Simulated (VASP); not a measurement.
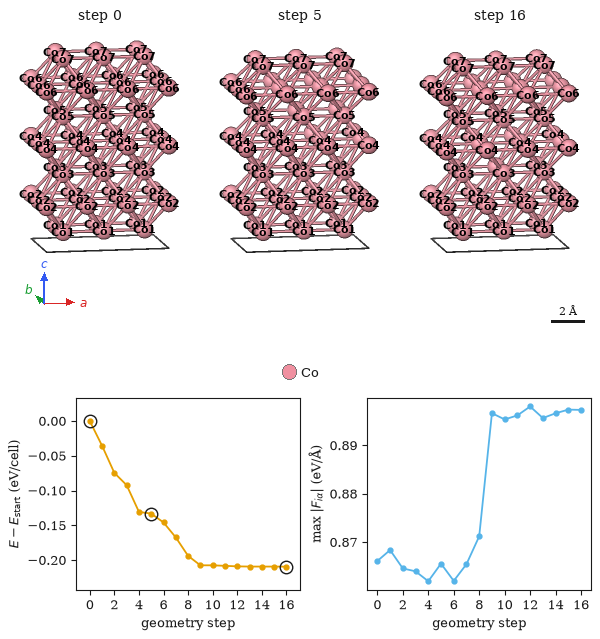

Frames of a relaxation of a slab of composition Co, marked on the history of the run. The picture is a ball-and-stick view of the 3 × 2 repeat of the cell, outlined in the plane, without the vacuum, seen slightly off an axis.

The run lets the atoms move in a fixed cell. 3 atoms are held fixed.

Level of theory: Kohn-Sham DFT of a periodic cell, PBE with D3(BJ), VASP PAW PBE potentials, recommended in VASP.

Input file:
```
SYSTEM = Co
  PREC = Accurate
  ENCUT = 520
  EDIFF = 1E-6
  ISMEAR = 0
  SIGMA = 0.05
  LREAL = .FALSE.
  LASPH = .TRUE.
  NELM = 120
  ALGO = Normal
  ISIF = 2
  LWAVE = .FALSE.
  LCHARG = .FALSE.
  ISPIN = 2
  MAGMOM = 2 2 2 2 2 2 2
  LORBIT = 11
  LMAXMIX = 4
  LDIPOL = .TRUE.
  IDIPOL = 3
  DIPOL = 0.5 0.5 0.500
  GGA = PE
  IVDW = 12
  IBRION = 2
  NSW = 60
  EDIFFG = -0.01
```

Run as
```bash
cat potpaw_PBE.64/Co/POTCAR > POTCAR
mpirun -np 1 vasp_std > vasp.out
```

### What happens along the run?

The energy falls by 0.209 eV per cell of the calculation in 16 geometry steps. Largest force component: 0.87 eV/Å at the start, 0.9 eV/Å at the end. The largest move is that of Co7, 0.55 Å along the normal (−c). The cell stays as it was. Among the contacts that change: Co6–Co7 2.540 → 2.406 Å, Co3–Co4 2.540 → 2.447 Å, Co5–Co6 2.540 → 2.478 Å. It ran on 1 thread of Intel(R) Xeon(R) Platinum 8559C (Emerald Rapids) (shared host). From step 0 to 5: Co7 moves most (0.45 Å), energy −0.133 eV per cell of the calculation. From step 5 to 16: Co5 moves most (0.18 Å), energy −76.2 meV per cell of the calculation.

```csv
step,"E − E(0), meV/atom","largest force component, eV/Å"
0,0.00,0.8661
1,-5.07,0.8684
2,-10.65,0.8646
3,-13.16,0.8640
4,-18.65,0.8619
5,-19.01,0.8656
6,-20.82,0.8620
7,-23.90,0.8655
8,-27.68,0.8712
9,-29.63,0.8967
10,-29.63,0.8954
11,-29.73,0.8962
12,-29.84,0.8980
13,-29.88,0.8957
14,-29.88,0.8966
15,-29.88,0.8974
16,-29.90,0.8973
```

Limits of the set-up: only the magnetic order of this start and cell was tried (total moment 12.2 μB per cell).
